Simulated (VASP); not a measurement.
## Sn$_{2}$Ge: geometry relaxation (part 1 of 3)

- system: Sn$_{2}$Ge (P-3m1, 6 atoms in the cell)
- method: Kohn-Sham DFT of a periodic cell, PBE, VASP PAW PBE potentials, recommended, no spin polarisation (VASP 6.6.1)

The structure was built on a prototype by a generator; it need not be a known phase.

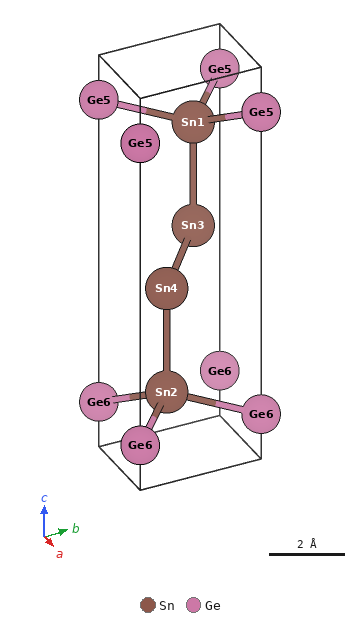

The input geometry (ball-and-stick view of the cell of the calculation, seen slightly off an axis; atoms are numbered from 1 in the order of the input). An atom can appear more than once, as a periodic image. Near neighbours in the periodic cell (some may lie outside the picture): Sn has 3 Ge at 2.73 Å and 1 Sn at 2.88 Å; Sn has 4 Sn at 2.82 to 2.88 Å; Ge has 1 Ge at 2.50 Å and 3 Sn at 2.73 Å.

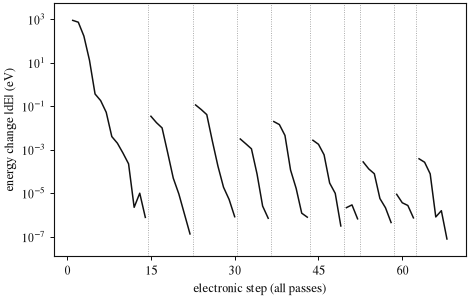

Convergence of the self-consistent field: energy change |dE| against the electronic step. Each stretch between dotted lines is the SCF of one geometry step of a relaxation. The 10 ionic steps take 3 to 14 electronic steps each.

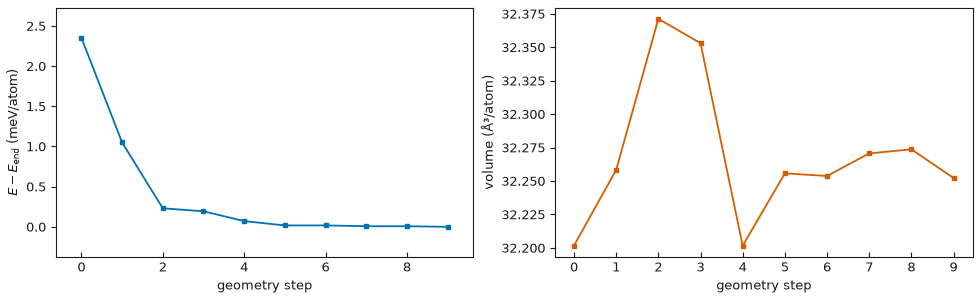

Progress of the relaxation, step by step (steps are counted from 0).

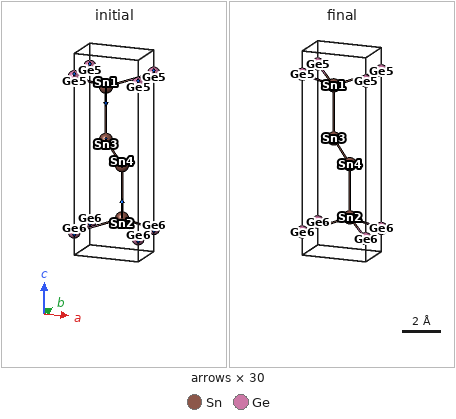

Before (left) and after (right) the relaxation, at one scale (ball-and-stick view of the cell of the calculation, seen slightly off an axis). The blue arrows give the displacements (without the part carried along by the change of the cell), magnified 30 times. The largest moves relative to the cell, 0.037 Å, are those of Sn1 and Sn2. By element the largest moves are Sn 0.037 Å, Ge 0.010 Å. The drawn cell changes as follows: a = b 4.523 → 4.499 Å (−0.5 %), c 10.905 → 11.041 Å (+1.2 %); the volume changes by +0.2 %. Distances before and after: Ge5–Ge6 2.496 → 2.507 Å, Sn1–Sn3 2.881 → 2.874 Å. The space group stays P-3m1 (No. 164). The energy falls by 2.4 meV per atom in 9 geometry steps. The largest force component goes from 0.22 to 0.0087 eV/Å. (Atoms are counted from 1 in the order of the input.)

The input and output of the run follow.

## INCAR
```
PREC = Accurate ; ENCUT = 520
EDIFF = 1E-6 ; ISMEAR = 0
SIGMA = 0.1 ; LREAL = False
LASPH = True ; NELM = 120
ALGO = Normal ; ISIF = 3
LWAVE = False ; LCHARG = False
GGA = PE ; IBRION = 2
NSW = 90 ; EDIFFG = -0.01
KPAR = 4
```

## KPOINTS
```
Automatic mesh
0
Gamma
  8 8 4
```

## POSCAR
```
Sn2Ge
1.0
    4.5231107600      0.0000000000      0.0000000000
   -2.2615553800      3.9171288300      0.0000000000
    0.0000000000      0.0000000000     10.9050000000
Sn Ge
4 2
Direct
    0.3333333300      0.6666666700      0.8127464500
    0.6666666700      0.3333333300      0.1872535500
    0.3333333300      0.6666666700      0.5485557100
    0.6666666700      0.3333333300      0.4514442900
    0.0000000000      0.0000000000      0.8855570800
    0.0000000000      0.0000000000      0.1144429200
```

Launched with:
```bash
cat potpaw_PBE.64/Sn_d/POTCAR potpaw_PBE.64/Ge_d/POTCAR > POTCAR
mpirun -np 4 vasp_std > vasp.out
```

## OSZICAR
```
N       E                     dE             d eps       ncg     rms          rms(c)
DAV:   1     0.909209533584E+03    0.90921E+03   -0.42089E+04  3934   0.314E+03
DAV:   2     0.161220372769E+03   -0.74799E+03   -0.73147E+03  3500   0.854E+02
DAV:   3    -0.107212112403E+02   -0.17194E+03   -0.16956E+03  3766   0.265E+02
DAV:   4    -0.240492513461E+02   -0.13328E+02   -0.13251E+02  4070   0.825E+01
DAV:   5    -0.244197080505E+02   -0.37046E+00   -0.37010E+00  4178   0.148E+01    0.514E+00
DAV:   6    -0.242361026649E+02    0.18361E+00   -0.29594E-01  4810   0.733E+00    0.301E+00
DAV:   7    -0.241829913642E+02    0.53111E-01   -0.31348E-01  4028   0.482E+00    0.421E-01
DAV:   8    -0.241870440741E+02   -0.40527E-02   -0.69884E-02  4052   0.290E+00    0.224E-01
DAV:   9    -0.241890505779E+02   -0.20065E-02   -0.93622E-03  4260   0.734E-01    0.113E-01
DAV:  10    -0.241897554079E+02   -0.70483E-03   -0.11002E-03  4794   0.224E-01    0.449E-02
DAV:  11    -0.241899807290E+02   -0.22532E-03   -0.37746E-04  3780   0.171E-01    0.121E-02
DAV:  12    -0.241899829676E+02   -0.22385E-05   -0.25239E-05  4414   0.718E-02    0.632E-03
DAV:  13    -0.241899929618E+02   -0.99943E-05   -0.27335E-05  3484   0.327E-02    0.261E-03
DAV:  14    -0.241899937315E+02   -0.76966E-06   -0.35624E-06  3732   0.269E-02
   1 F= -.24189994E+02 E0= -.24188752E+02  d E =-.241900E+02
       N       E                     dE             d eps       ncg     rms          rms(c)
DAV:   1    -0.242249373197E+02   -0.34944E-01   -0.18239E+00  4880   0.707E+00    0.919E-01
DAV:   2    -0.242072809234E+02    0.17656E-01   -0.64083E-02  4266   0.243E+00    0.548E-01
DAV:   3    -0.241971376418E+02    0.10143E-01   -0.26411E-02  4236   0.130E+00    0.870E-02
DAV:   4    -0.241978739071E+02   -0.73627E-03   -0.87191E-03  3864   0.735E-01    0.573E-02
DAV:   5    -0.241978242567E+02    0.49650E-04   -0.26959E-04  4864   0.125E-01    0.376E-02
DAV:   6    -0.241978150050E+02    0.92517E-05   -0.72459E-05  4586   0.603E-02    0.897E-03
DAV:   7    -0.241978161117E+02   -0.11067E-05   -0.71616E-06  3240   0.150E-02    0.376E-03
DAV:   8    -0.241978162448E+02   -0.13311E-06   -0.60829E-07  2190   0.573E-03
   2 F= -.24197816E+02 E0= -.24196632E+02  d E =-.782251E-02
       N       E                     dE             d eps       ncg     rms          rms(c)
DAV:   1    -0.243134650017E+02   -0.11565E+00   -0.77413E+00  4732   0.148E+01    0.187E+00
DAV:   2    -0.242420346884E+02    0.71430E-01   -0.29050E-01  4268   0.500E+00    0.112E+00
DAV:   3    -0.242003969688E+02    0.41638E-01   -0.10813E-01  4634   0.242E+00    0.190E-01
DAV:   4    -0.242029183677E+02   -0.25214E-02   -0.31544E-02  3844   0.127E+00    0.113E-01
DAV:   5    -0.242027417880E+02    0.17658E-03   -0.10128E-03  4666   0.256E-01    0.721E-02
DAV:   6    -0.242027229550E+02    0.18833E-04   -0.28517E-04  4612   0.112E-01    0.167E-02
DAV:   7    -0.242027281083E+02   -0.51533E-05   -0.27207E-05  3992   0.288E-02    0.789E-03
DAV:   8    -0.242027289343E+02   -0.82598E-06   -0.24169E-06  2922   0.116E-02
   3 F= -.24202729E+02 E0= -.24201514E+02  d E =-.127352E-01
       N       E                     dE             d eps       ncg     rms          rms(c)
DAV:   1    -0.242058637475E+02   -0.31356E-02   -0.19995E-01  4802   0.230E+00    0.305E-01
DAV:   2    -0.242039854401E+02    0.18783E-02   -0.73242E-03  4500   0.859E-01    0.182E-01
DAV:   3    -0.242028803278E+02    0.11051E-02   -0.27361E-03  4386   0.411E-01    0.294E-02
DAV:   4    -0.242029571857E+02   -0.76858E-04   -0.89206E-04  3852   0.228E-01    0.186E-02
DAV:   5    -0.242029546240E+02    0.25617E-05   -0.26947E-05  4870   0.390E-02    0.122E-02
DAV:   6    -0.242029553254E+02   -0.70137E-06   -0.66171E-06  3138   0.181E-02
   4 F= -.24202955E+02 E0= -.24201756E+02  d E =-.129616E-01
       N       E                     dE             d eps       ncg     rms          rms(c)
DAV:   1    -0.242228529513E+02   -0.19898E-01   -0.14857E+00  5368   0.831E+00    0.819E-01
DAV:   2    -0.242083894534E+02    0.14463E-01   -0.48952E-02  4058   0.220E+00    0.394E-01
DAV:   3    -0.242038164189E+02    0.45730E-02   -0.14518E-02  4578   0.114E+00    0.883E-02
DAV:   4    -0.242036996421E+02    0.11678E-03   -0.15349E-03  3700   0.379E-01    0.483E-02
DAV:   5    -0.242036828931E+02    0.16749E-04   -0.12683E-04  5454   0.948E-02    0.223E-02
DAV:   6    -0.242036840962E+02   -0.12031E-05   -0.10242E-05  3756   0.333E-02    0.466E-03
DAV:   7    -0.242036848829E+02   -0.78665E-06   -0.79075E-07  2074   0.735E-03
   5 F= -.24203685E+02 E0= -.24202453E+02  d E =-.729558E-03
       N       E                     dE             d eps       ncg     rms          rms(c)
DAV:   1    -0.242064276761E+02   -0.27436E-02   -0.19362E-01  5246   0.308E+00    0.294E-01
DAV:   2    -0.242046394580E+02    0.17882E-02   -0.67612E-03  4050   0.835E-01    0.140E-01
DAV:   3    -0.242040506267E+02    0.58883E-03   -0.18598E-03  4568   0.405E-01    0.312E-02
DAV:   4    -0.242040212442E+02    0.29382E-04   -0.19625E-04  3652   0.132E-01    0.170E-02
DAV:   5    -0.242040113833E+02    0.98609E-05   -0.15686E-05  5216   0.334E-02    0.775E-03
DAV:   6    -0.242040110731E+02    0.31020E-06   -0.12499E-06  2030   0.125E-02
   6 F= -.24204011E+02 E0= -.24202785E+02  d E =-.105575E-02
       N       E                     dE             d eps       ncg     rms          rms(c)
DAV:   1    -0.242040135428E+02   -0.21595E-05   -0.24639E-04  5252   0.110E-01    0.106E-02
DAV:   2    -0.242040106482E+02    0.28947E-05   -0.84993E-06  3674   0.294E-02    0.503E-03
DAV:   3    -0.242040099875E+02    0.66064E-06   -0.19226E-06  1850   0.146E-02
   7 F= -.24204010E+02 E0= -.24202783E+02  d E =-.105466E-02
       N       E                     dE             d eps       ncg     rms          rms(c)
DAV:   1    -0.242042867809E+02   -0.27613E-03   -0.38502E-02  4652   0.122E+00    0.103E-01
DAV:   2    -0.242041556402E+02    0.13114E-03   -0.14691E-03  4370   0.340E-01    0.519E-02
DAV:   3    -0.242040769309E+02    0.78709E-04   -0.21018E-04  4572   0.131E-01    0.139E-02
DAV:   4    -0.242040712498E+02    0.56811E-05   -0.36444E-05  3628   0.438E-02    0.614E-03
DAV:   5    -0.242040691221E+02    0.21277E-05   -0.22338E-06  2832   0.125E-02    0.283E-03
DAV:   6    -0.242040686761E+02    0.44601E-06   -0.41018E-07  1852   0.597E-03
   8 F= -.24204069E+02 E0= -.24202841E+02  d E =-.586886E-04
       N       E                     dE             d eps       ncg     rms          rms(c)
DAV:   1    -0.242040780020E+02   -0.88799E-05   -0.12836E-03  4662   0.221E-01    0.186E-02
DAV:   2    -0.242040743698E+02    0.36323E-05   -0.48587E-05  4380   0.618E-02    0.945E-03
DAV:   3    -0.242040716467E+02    0.27231E-05   -0.68075E-06  3874   0.239E-02    0.254E-03
DAV:   4    -0.242040709151E+02    0.73160E-06   -0.12091E-06  1864   0.957E-03
   9 F= -.24204071E+02 E0= -.24202842E+02  d E =-.609275E-04
       N       E                     dE             d eps       ncg     rms          rms(c)
DAV:   1    -0.242044567636E+02   -0.38512E-03   -0.34036E-02  5186   0.129E+00    0.113E-01
DAV:   2    -0.242041900781E+02    0.26669E-03   -0.10265E-03  4190   0.300E-01    0.521E-02
DAV:   3    -0.242041123035E+02    0.77775E-04   -0.25078E-04  4550   0.147E-01    0.121E-02
DAV:   4    -0.242041131108E+02   -0.80734E-06   -0.21491E-05  3674   0.450E-02    0.645E-03
DAV:   5    -0.242041146749E+02   -0.15640E-05   -0.12411E-06  2596   0.901E-03    0.220E-03
DAV:   6    -0.242041147526E+02   -0.77782E-07   -0.32531E-07  1846   0.589E-03
  10 F= -.24204115E+02 E0= -.24202892E+02  d E =-.438376E-04
```

## Parts of OUTCAR
```
PREC = Accurate
   ENCUT = 520
   EDIFF = 1E-6
   ISMEAR = 0
   LREAL = False
   LASPH = True
   NELM = 120
   ISIF = 3
   GGA = PE
   IBRION = 2
   NSW = 90
   EDIFFG = -0.01

 ion  position               nearest neighbor table
   1  0.333  0.667  0.813-   5 2.73   5 2.73   5 2.73   3 2.88
   2  0.667  0.333  0.187-   6 2.73   6 2.73   6 2.73   4 2.88
   3  0.333  0.667  0.549-   4 2.82   4 2.82   4 2.82   1 2.88
   4  0.667  0.333  0.451-   3 2.82   3 2.82   3 2.82   2 2.88
   5  0.000  0.000  0.886-   6 2.50   1 2.73   1 2.73   1 2.73
   6  0.000  0.000  0.114-   5 2.50   2 2.73   2 2.73   2 2.73

  LATTYP: Found a hexagonal cell.
 ALAT       =     4.5231107600
 C/A-ratio  =     2.4109513515

  Lattice vectors:

 A1 = (   4.5231107600,   0.0000000000,   0.0000000000)
 A2 = (  -2.2615553800,   3.9171288300,   0.0000000000)
 A3 = (   0.0000000000,   0.0000000000,  10.9050000000)

Analysis of symmetry for initial positions (statically):
=====================================================================
 Subroutine PRICEL returns:
 Original cell was already a primitive cell.

 Routine SETGRP: Setting up the symmetry group for a
 hexagonal supercell.

 Subroutine GETGRP returns: Found 12 space group operations
 (whereof 12 operations were pure point group operations)
 out of a pool of 24 trial point group operations.

The static configuration has the point symmetry D_3d.

Analysis of symmetry for dynamics (positions and initial velocities):
=====================================================================
 Subroutine PRICEL returns:
 Original cell was already a primitive cell.

 Routine SETGRP: Setting up the symmetry group for a
 hexagonal supercell.

 Subroutine GETGRP returns: Found 12 space group operations
 (whereof 12 operations were pure point group operations)
 out of a pool of 24 trial point group operations.

The dynamic configuration has the point symmetry D_3d.

 Subroutine INISYM returns: Found 12 space group operations
 (whereof 12 operations are pure point group operations),
 and found     1 'primitive' translations

----------------------------------------------------------------------------------------

                                     Primitive cell

  volume of cell :     193.2105

  direct lattice vectors                    reciprocal lattice vectors
     4.523110760  0.000000000  0.000000000     0.221086781  0.127644513  0.000000000
    -2.261555380  3.917128830  0.000000000     0.000000000  0.255289025  0.000000000
     0.000000000  0.000000000 10.905000000     0.000000000  0.000000000  0.091701055

  length of vectors
     4.523110760  4.523110767 10.905000000     0.255289025  0.255289025  0.091701055

  position of ions in fractional coordinates (direct lattice)
     0.333333330  0.666666670  0.812746450
     0.666666670  0.333333330  0.187253550
     0.333333330  0.666666670  0.548555710
     0.666666670  0.333333330  0.451444290
     0.000000000  0.000000000  0.885557080
     0.000000000  0.000000000  0.114442920

  ion indices of the primitive-cell ions
   primitive index   ion index
                 1           1
                 2           2
                 3           3
                 4           4
                 5           5
                 6           6

----------------------------------------------------------------------------------------

 KPOINTS: Automatic mesh

Automatic generation of k-mesh.
 Grid dimensions read from file:
 generate k-points for:    8    8    4

 Generating k-lattice:

  Cartesian coordinates                     Fractional coordinates (reciprocal lattice)
     0.027635848  0.015955564  0.000000000     0.125000000  0.000000000  0.000000000
     0.000000000  0.031911128  0.000000000     0.000000000  0.125000000  0.000000000
     0.000000000  0.000000000  0.022925264     0.000000000  0.000000000  0.250000000

  Length of vectors
     0.031911128  0.031911128  0.022925264

  Shift w.r.t. Gamma in fractional coordinates (k-lattice)
     0.000000000  0.000000000  0.000000000

 Subroutine IBZKPT returns following result:
 ===========================================

 Found     35 irreducible k-points:

 Following reciprocal coordinates:
            Coordinates               Weight
  0.000000  0.000000  0.000000      1.000000
  0.125000  0.000000  0.000000      6.000000
  0.250000  0.000000  0.000000      6.000000
  0.375000  0.000000  0.000000      6.000000
  0.500000  0.000000  0.000000      3.000000
  0.125000  0.125000  0.000000      6.000000
  0.250000  0.125000  0.000000     12.000000
  0.375000  0.125000  0.000000     12.000000
  0.250000  0.250000  0.000000      6.000000
  0.375000  0.250000  0.000000      6.000000
  0.000000  0.000000  0.250000      2.000000
  0.125000  0.000000  0.250000      6.000000
  0.000000  0.125000  0.250000      6.000000
  0.250000  0.000000  0.250000      6.000000
  0.000000  0.250000  0.250000      6.000000
  0.375000  0.000000  0.250000      6.000000
  0.000000  0.375000  0.250000      6.000000
  0.500000  0.000000  0.250000      6.000000
  0.125000  0.125000  0.250000     12.000000
  0.250000  0.125000  0.250000     12.000000
 -0.125000  0.375000  0.250000     12.000000
  0.375000  0.125000  0.250000     12.000000
 -0.125000  0.500000  0.250000     12.000000
  0.250000  0.250000  0.250000     12.000000
 [... further k-points ...]
```
